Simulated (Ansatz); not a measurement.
**ZrC: 8 runs along one coordinate**

System: ZrC (2 atoms in the cell).
Method: DFT r2SCAN, scalar-relativistic, plane waves, PAW, no spin polarisation (Ansatz 0.2.0).

The 8 runs differ only in the geometry, by an even scaling of the cell at fixed fractional positions. The structure was built on a prototype by a generator; it need not be a known phase.

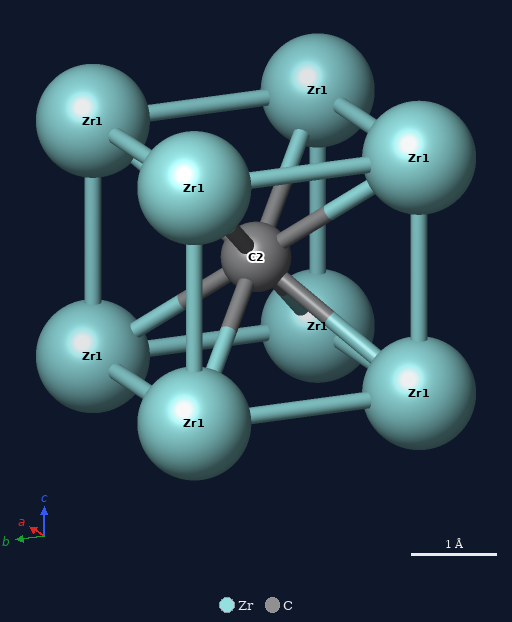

Figure 1. The structure of run 5 (ball-and-stick view of the cell of the calculation, seen at an oblique angle; atoms are numbered from 1 in the order of the input).

### Input of run 5
```yaml
crystal:
  lattice:
    - [2.9193288454, 0.0, 0.0]
    - [0.0, 2.9193288454, 0.0]
    - [0.0, 0.0, 2.9193288454]
  atoms:
    - { symbol: Zr, position: [0.0, 0.0, 0.0] }
    - { symbol: C, position: [0.5, 0.5, 0.5] }
basis:
  ecutwfc: 500
  ecutrho_ratio: 4
kpoints:
  mp_grid: { grid: [12, 12, 12] }
hamiltonian:
  xc: r2scan
scf:
  occupations: { method: gaussian, width: 0.05 }
output:
  forces: true
  stress: true
  eigenvalues: true
```

Run 3 differs from it as follows:
```diff
-    - [2.9193288454, 0.0, 0.0]
-    - [0.0, 2.9193288454, 0.0]
-    - [0.0, 0.0, 2.9193288454]
+    - [2.9150561613, 0.0, 0.0]
+    - [0.0, 2.9150561613, 0.0]
+    - [0.0, 0.0, 2.9150561613]
```

### Results, with one run withheld

| run | volume per atom (Å³) | free energy per atom, from the lowest run given (meV) | pressure (GPa) |
| --- | --- | --- | --- |
| 1 | 11.903 | 13.32 | 8.90 |
| 2 | 12.151 | 3.22 | 4.23 |
| 3 | 12.385 | ? | ? |
| 4 | 12.399 | 0.00 | 0.00 |
| 5 | 12.440 | 0.09 | −0.66 |
| 6 | 12.647 | 3.01 | −3.82 |
| 7 | 12.895 | 11.65 | −7.28 |
| 8 | 13.267 | 33.98 | −11.85 |

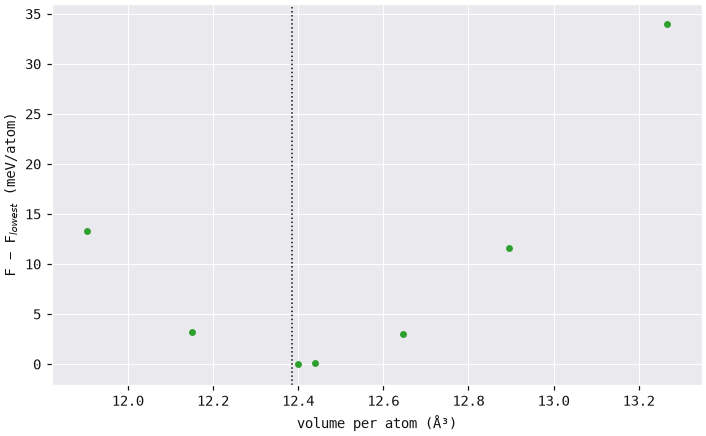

Figure 2. Free energy per atom of the runs given; the dotted line marks run 3.

Fit the runs given and predict run 3.

A cubic polynomial in V^(−2/3) (the Birch–Murnaghan form), fitted to the 7 runs given, misses them by under 0.01 meV per atom. With x = V^(−2/3) − 0.18549 Å⁻², it reads F = 0.70354 − 1185.5 x + 5.015e+05 x² + 89145 x³ (meV per atom). At run 3 it gives 0.01 meV per atom, and the run itself gives 0.01. The slope of the fit gives a pressure −dF/dV of 0.23 GPa there, and the run prints 0.22 GPa. The fit has its minimum at 12.399 Å³ per atom, where V d²F/dV² gives 201 GPa: the bulk modulus at this level, since symmetry fixes the shape and the positions.

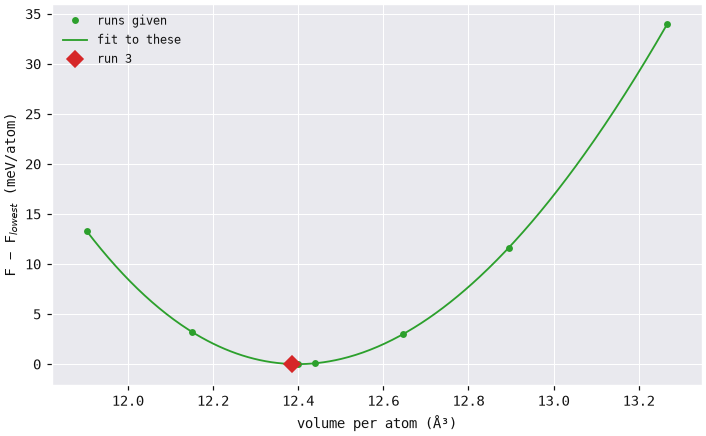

Figure 3. The fit and the withheld run.

### Output, shortened to warnings, some set-up lines, iterations and results (run 3)
```
Basis set: ecut = 500 eV, 619 PW (Γ), exchange–correlation on 96×96×96 points (64 copies of the dense FFT grid, shifted against one another)
Symmetry: 48 space group operations
k-points: 84 of 1728
Initial density: superposition of atomic densities (neutral atoms: chi_scale 0, normalization atom), corrected by the library's trained network
[...]
SCF iter   1: F=—  HF=-4445.989884 eV  |F-HF|=—  |Δ(HF+E_count)|=         —  Δρ=1.76e-2  dr2=1.31e-1  dr2_τ=9.74e-2  ethr=1.77e-3  ⟨swp⟩=5.5  Hψ=5297  notcnv=0
SCF iter   2: F=—  HF=-4446.054007 eV  |F-HF|=—  |Δ(HF+E_count)|=   6.41e-2  Δρ=6.88e-3  dr2=1.12e-2  dr2_τ=2.77e-3  ethr=8.20e-4  ⟨swp⟩=2.5  Hψ=2253  notcnv=0  defer=7
SCF iter   3: F=—  HF=-4446.055755 eV  |F-HF|=—  |Δ(HF+E_count)|=   1.75e-3  Δρ=2.15e-3  dr2=4.89e-4  dr2_τ=5.07e-5  ethr=6.99e-5  ⟨swp⟩=2.3  Hψ=1602  notcnv=0  defer=7
SCF iter   4: F=—  HF=-4446.056196 eV  |F-HF|=—  |Δ(HF+E_count)|=   4.41e-4  Δρ=5.35e-4  dr2=1.17e-4  dr2_τ=6.16e-6  ethr=3.06e-6  ⟨swp⟩=2.1  Hψ=1392  notcnv=0  defer=7
SCF iter   5: F=—  HF=-4446.056196 eV  |F-HF|=—  |Δ(HF+E_count)|=   2.96e-8  Δρ=2.58e-4  dr2=2.81e-5  dr2_τ=1.22e-6  ethr=7.28e-7  ⟨swp⟩=2.2  Hψ=1322  notcnv=0  defer=7
SCF iter   6: F=—  HF=-4446.056192 eV  |F-HF|=—  |Δ(HF+E_count)|=   3.48e-6  Δρ=9.48e-5  dr2=3.73e-6  dr2_τ=2.38e-8  ethr=1.75e-7  ⟨swp⟩=1.2  Hψ=1017  notcnv=0  defer=7
SCF iter   7: F=—  HF=-4446.056192 eV  |F-HF|=—  |Δ(HF+E_count)|=   5.11e-7  Δρ=2.61e-5  dr2=2.85e-7  dr2_τ=4.76e-9  ethr=2.33e-8  ⟨swp⟩=1.4  Hψ=1033  notcnv=0  defer=7
SCF iter   8: F=-4446.056191 eV  HF=-4446.056191 eV  |F-HF|=6.91e-11  |Δ(HF+E_count)|=   3.74e-8  Δρ=8.70e-7  dr2=1.93e-10  dr2_τ=3.96e-11  ethr=6.25e-10  ⟨swp⟩=4.7  Hψ=3201  …
SCF 1 converged in 8 iterations: F = -4446.056191 eV  dr2 = 1.93e-10
SCF converged after 8 iterations
Free energy (F): -4446.056191 eV
Harris-Foulkes:  -4446.056191 eV  (|F-HF|=6.91e-11)
Internal energy: -4446.053316 eV  (E = F + TS)
E sigma→0 (E₀):  -4446.054754 eV
Entropy (-TS):   -0.002875 eV (-1.438 meV/atom)
Fermi energy:    16.099387 eV
--- Per-component energies (eV) ---
  E_band       = -44.362309
  E_kinetic    = 421.155773
  E_local      = -549.286036  (includes V_loc(G=0)·N_el)
  E_nonlocal   = 105.158856
  E_hartree    = 163.170115
  E_xc         = -203.898227
  E_vxc        = -277.257622  (∫ρ·V_xc dr)
  E_paw        = -3070.775936  (= ΣΔE_a)
  E_vpaw       = -86.165098  (= ΣTr[D̂ρ^β])
  E_aug_tail   = 0.000015  (compensation charges beyond the density's cutoff)
  E_vtau       = 15.691688  (kinetic-family band-sum trace: ∫τ·v_τ [+ j·A + Jᵃ·Aᵃ] dr)
  E_ewald      = -1311.388361
  E_core_change = -0.189515  (= ΣΔE_core)
  E_smearing   = -0.002875  (= −TS)
  E_closure    = 0.000000  (closes the sum)
  Σ components = -4446.056191   (vs F -4446.056191, Δ=0.00e0)
--- Forces (eV/Å), atoms counted from 1 ---
  atom   1  Zr     0.00000000    -0.00000000    -0.00000000
  atom   2  C      0.00000000    -0.00000000     0.00000000
  max |Σ_I F_I| component: 6.90e-31 eV/Å
--- Stress (GPa, compression-positive) ---
        0.221151       0.000000       0.000000
        0.000000       0.221151       0.000000
        0.000000       0.000000       0.221151
  P = ⅓ Tr σ = 0.2212 GPa (2.212 kbar)
```
